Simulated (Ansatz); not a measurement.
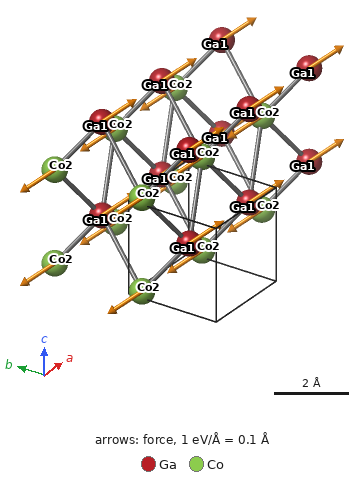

Starting geometry of a crystal of GaCo (set up in P1) with the computed forces as orange arrows. Style: ball-and-stick. Shown: the cell of the calculation, repeated 3 × 2 × 2 with one cell outlined, from a free direction.

These are results of DFT PBE, scalar-relativistic, plane waves, PAW in Ansatz 0.2.0, not measurements. Set-up: plane-wave cutoff 420 eV; k-point mesh 12 × 12 × 12; occupations gaussian; smearing width 0.15 eV; collinear spin; atoms relaxed in a fixed cell; force threshold 0.01 eV/Å; at most 80 steps.

Question: What follows when this structure is relaxed?

Answer: It isn't relaxed: the largest force vector, on Ga atoms, is 11.41 eV/Å. The atoms end up moving mostly along the starting forces (cosine between the two patterns 0.92). The largest moves, 0.37 Å, are those of Ga1 and Co2. Ga1 goes along [2 −3 1]. By element the largest moves are Ga 0.37 Å, Co 0.37 Å. The cell stays as it was. Some distances before and after: Ga1–Co2 3.194 → 2.496 Å, Ga1–Co2 (another image) 1.838 → 2.495 Å, Ga1–Co2 (another image) 3.000 → 2.496 Å, Ga1–Co2 (another image) 2.870 → 2.496 Å. New bonds form: Ga1–Co2 (3.00 → 2.50 Å), Ga1–Co2 (3.19 → 2.50 Å). Among the angles between lasting bonds that change: Co2–Ga1–Co2 146.6° → 180.0°, Ga1–Co2–Ga1 146.6° → 180.0°, Ga1–Co2–Ga1 135.3° → 109.5°. The space group (tolerance 0.01 Å) goes from P1 (No. 1) to Pm-3m (No. 221). Over 3 geometry steps the energy falls by 1388 meV per atom. Largest force component: 7.2 eV/Å at the start, 0.0014 eV/Å at the end. The program noted that the starting moments weren't kept. The run may lie on a higher electronic state than the lowest, so the end point isn't shown to be the ground-state structure.
